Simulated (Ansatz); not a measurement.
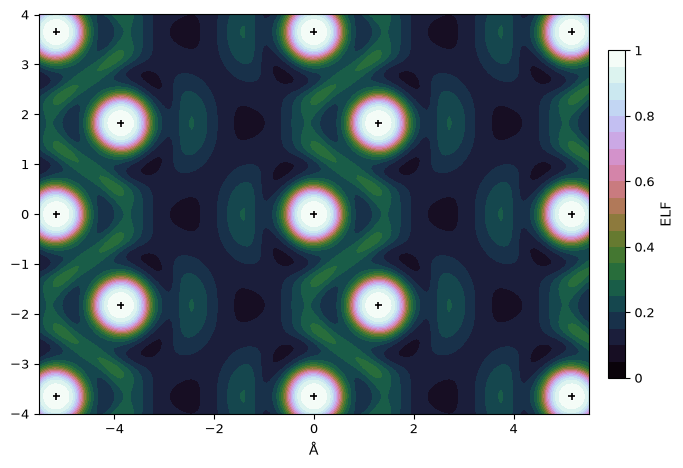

The electron localisation function on a plane through atoms (crosses mark nuclei in the plane).

Theory: DFT, RPBE, plane waves (420 eV) with PAW, scalar-relativistic (Ansatz).

Candidates:
A. Mo, a = 2.72 Å, b = 2.72 Å, c = 2.72 Å, α = 90.00°, β = 90.00°, γ = 90.00°. Space group Pm-3m; set up as Mo, simple cubic; a generated structure, not necessarily the stable one; changed on purpose from its base cell (volume × 1.12); computed pressure about −17 GPa in this cell; computed without spin polarisation.
B. Co, a = 5.16 Å, b = 5.16 Å, c = 5.16 Å, α = 90.00°, β = 90.00°, γ = 90.00°. Space group Fd-3m; set up as Co, diamond; a generated structure, not necessarily the stable one; changed on purpose from its base cell (volume × 1.12); computed pressure about −10 GPa in this cell; computed without spin polarisation.
C. Tl, a = 5.31 Å, b = 5.31 Å, c = 5.31 Å, α = 90.00°, β = 90.00°, γ = 90.00°. Space group Fm-3m; set up as Tl, fcc; a generated structure, not necessarily the stable one; changed on purpose from its base cell (volume × 1.12); computed without spin polarisation.

Which system is this?

Candidate B: Co on the (110) plane of the conventional cell, which holds Co. Co–Co (2.24 Å): the ELF is about 0.30 at the midpoint; no localised pair shows between them.
